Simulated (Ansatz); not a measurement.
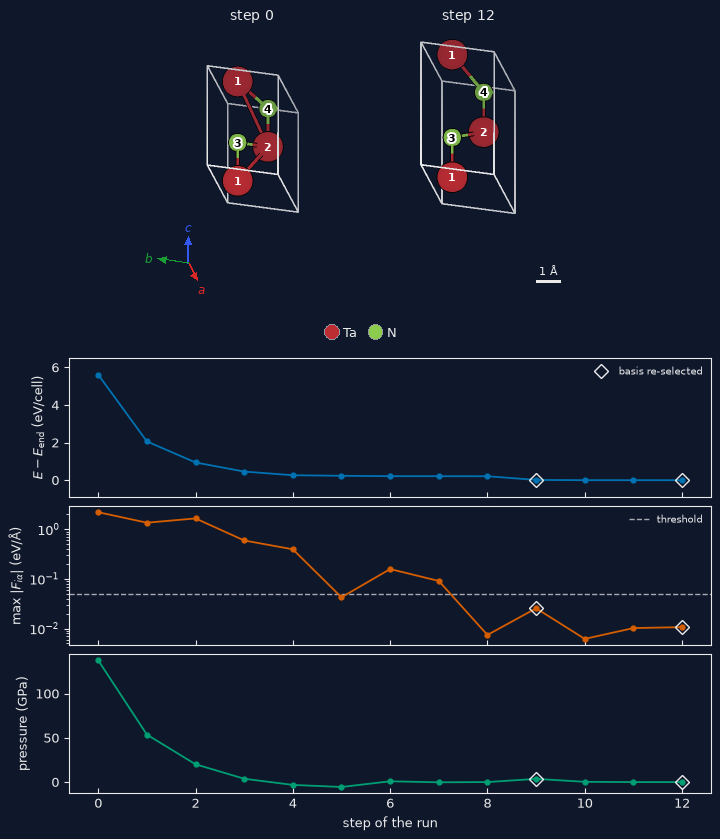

First and last geometry of a relaxation of a crystal of TaN (set up in P6_3mc) (coarse preliminary run), with the history of the run. A ball-and-stick model of the cell of the calculation, seen from a free direction.

These are results of DFT PBE, scalar-relativistic, plane waves, PAW in Ansatz, not measurements.

Input
```yaml
crystal:
  lattice:
    - [3.0500010905, 0.0, 0.0]
    - [-1.5250005453, 2.641378426, 0.0]
    - [0.0, 0.0, 4.94]
  atoms:
    - { symbol: Ta, position: [0.3333333333, 0.6666666667, 0.0] }
    - { symbol: Ta, position: [0.6666666667, 0.3333333333, 0.5] }
    - { symbol: "N", position: [0.3333333333, 0.6666666667, 0.385] }
    - { symbol: "N", position: [0.6666666667, 0.3333333333, 0.885] }
basis:
  ecutwfc: 420
kpoints:
  mp_grid: { grid: [6, 6, 4] }
hamiltonian:
  xc: pbe
scf:
  occupations: { method: gaussian, width: 0.1 }
output:
  forces: true
  stress: true
  eigenvalues: true
relax:
  adjacent_minimum: "off"
  f_tol: 0.05
  max_steps: 80
  cell: { stress_tol: 0.5 }
```

Run as
```bash
ansatz run input.yaml --threads 4 --pin off --max-ram 10240MiB --backend cpu --events-out ev --progress --plain --runs-dir out
```

Read the history and describe the run.

It converged. The largest moves relative to the cell, 0.19 Å, are those of Ta1, Ta2, N3 and N4. N4 goes along −c. By element the largest moves are N 0.19 Å, Ta 0.19 Å. The volume changes by +31.9 %, with a = b 3.050 → 3.151 Å (+3.3 %), c 4.940 → 6.103 Å (+23.5 %). Some distances before and after: Ta1–Ta2 3.033 → 3.553 Å, Ta1–N4 1.850 → 2.114 Å, Ta1–Ta1 3.050 → 3.151 Å, Ta1–N3 1.902 → 1.976 Å. Bond angles that change, for instance: Ta2–N3–Ta2 111.0° → 96.4°, Ta1–N3–Ta2 107.9° → 120.6°. The space group stays P6_3mc (No. 186). Over 10 accepted moves (12 points after the start) the energy falls by 5.617 eV per cell of the calculation. Largest force component: 2.2 eV/Å at the start, 0.011 eV/Å at the end. The pressure goes from 137.73 to 0.02 GPa. At 2 points the geometry stayed and the basis and grid were re-selected for the new cell (energy shift of 0.198 eV per cell of the calculation at most each time). Cost: 19 s on 4 threads of Intel(R) Xeon(R) Processor @ 2.50GHz (Skylake/Cascade Lake), on a shared host, peak memory 0.41 GiB.
